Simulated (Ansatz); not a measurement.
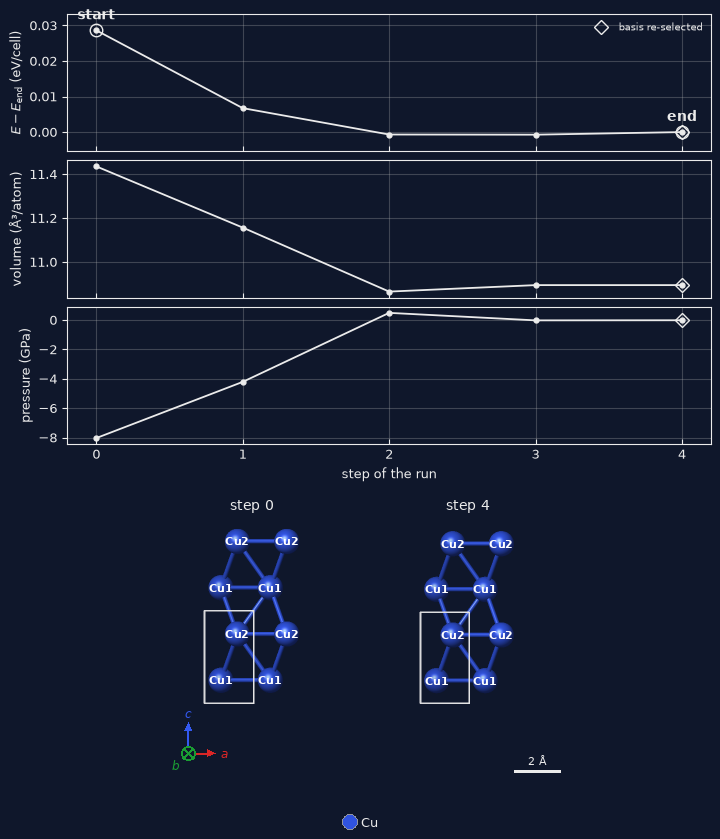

First and last geometry of a relaxation of solid Cu (set up in P6_3/mmc) (coarse preliminary run), with the history of the run. Style: ball-and-stick. Shown: the cell of the calculation, repeated 2 × 1 × 2 with one cell outlined, along the b axis.

All numbers below come from Ansatz 0.2.0, DFT LDA, scalar-relativistic, plane waves, PAW. (plane-wave cutoff 420 eV; k-point mesh 12 × 12 × 6; occupations gaussian; smearing width 0.1 eV; no spin polarisation; cell and atoms relaxed; force threshold 0.05 eV/Å; at most 80 steps)

Read the history and describe the run.

Answer. It converged. The atoms keep their places relative to the cell (all moves are under 0.005 Å). Cell: a = b 2.534 → 2.491 Å (−1.7 %), c 4.113 → 4.054 Å (−1.4 %). Volume −4.7 %. Some distances before and after: Cu1–Cu1 2.534 → 2.491 Å, Cu1–Cu2 2.524 → 2.486 Å. The space group stays P6_3/mmc (No. 194). The energy falls by 28.6 meV per cell of the calculation in 3 accepted moves (4 points after the start). All forces vanish by symmetry, so only the cell relaxes. Pressure: −8.03 GPa at the start and −0.02 GPa at the end. At 1 point the geometry stayed and the basis and grid were re-selected for the new cell (energy shift of 0.7 meV per cell of the calculation at most each time). The run took 3.9 s on 1 thread of AMD EPYC 9R45 96-Core Processor (Zen 5) (shared host), peak memory 0.38 GiB.

```
step  E − E(0), meV/atom  pressure, GPa  volume, Å³/atom                      note
   0                0.00          -8.03           11.436                          
   1              -10.94          -4.21           11.157                          
   2              -14.66           0.49           10.865                          
   3              -14.68          -0.02           10.895                          
   4              -14.31          -0.02           10.895  same geometry, new basis
```
